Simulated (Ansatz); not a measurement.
System: Cu, space group I4/mmm (No. 139).

Structure:
```
CELL_PARAMETERS angstrom
-1.44414 1.44414 1.36265
1.44414 -1.44414 1.36265
1.44414 1.44414 -1.36265
ATOMIC_POSITIONS crystal
Cu 0.00000 0.00000 0.00000
```

Input of one of the runs behind the figure:
```
crystal:
  lattice:
    - [-1.44413991, 1.44413991, 1.3626454446]
    - [1.44413991, -1.44413991, 1.3626454446]
    - [1.44413991, 1.44413991, -1.3626454446]
  atoms:
    - { symbol: Cu, position: [0.0, 0.0, 0.0] }
basis:
  ecutwfc: 420
kpoints:
  mp_grid: { grid: [24, 24, 24] }
hamiltonian:
  xc: pbesol
scf:
  occupations: { method: fermi_dirac, width: 0.15 }
output:
  eigenvalues: true
phonons:
  method: dfpt
  eigenvectors: true
  qmesh: [2, 2, 2]
  temperatures: { t_max: 1000, t_step: 100 }
  qpath:
    path:
      - [[0.0, 0.0, 0.0], [0.0, 0.0, 0.5], [-0.5, 0.5, 0.5], [0.0, 0.0, 0.0], [0.47258055, 0.47258055, -0.47258055]]
      - [[-0.47258055, 0.52741945, 0.47258055], [-0.5, 0.5, 0.5]]
      - [[0.0, 0.0, 0.5], [0.25, 0.25, 0.25], [0.0, 0.5, 0.0], [0.0, 0.0, 0.0]]
    npoints: 8
```

Run as:
```bash
ansatz run input.yaml --threads 1 --pin off --max-ram 3072MiB --backend cpu --events-out ev --progress --plain --runs-dir out
```

Method: mode Grüneisen parameters, minus d ln(frequency) over d ln(volume), from cells at 0.98 and 1.02 times the rest volume with shape and atoms relaxed, modes matched by rank; plane waves with PAW datasets, Γ-centred k mesh (Ansatz 0.2.0). Level: PBEsol, no spin polarisation.

```csv
setting,value
wave cutoff,420 eV
k mesh,24×24×24
occupations,Fermi–Dirac
smearing width,0.15 eV
phonon method,linear response
q mesh,2×2×2
```

Predict the mode Grüneisen parameters against frequency.

They run from −0.36 to 2.31; 1 of the 8 modes have negative values and soften under compression.

| at | frequency (cm⁻¹) | γ |
| --- | --- | --- |
| (0 0 −0.5) | 169.7 | 2.03 |
| (0 0 −0.5) | 263.0 | 2.31 |
| (0 −0.5 0) | 46.0 | −0.36 |
| (0 −0.5 0) | 179.4 | 1.76 |
| (0 −0.5 0) | 262.0 | 2.31 |
| (−0.5 −0.5 −0.5) | 239.1 | 2.20 |
| (−0.5 −0.5 −0.5) | 252.2 | 1.98 |
| (−0.5 −0.5 −0.5) | 252.2 | 1.98 |

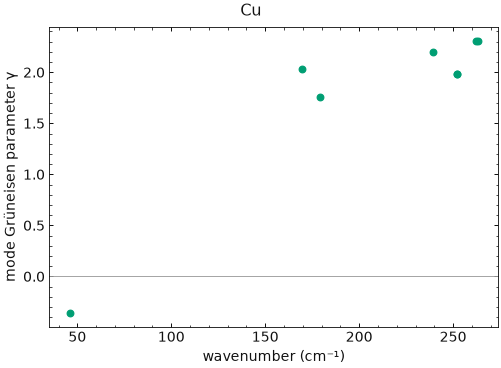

Limits of the calculation: levels loosely converged; metal sensitive to the k mesh; vibrations at or below zero.
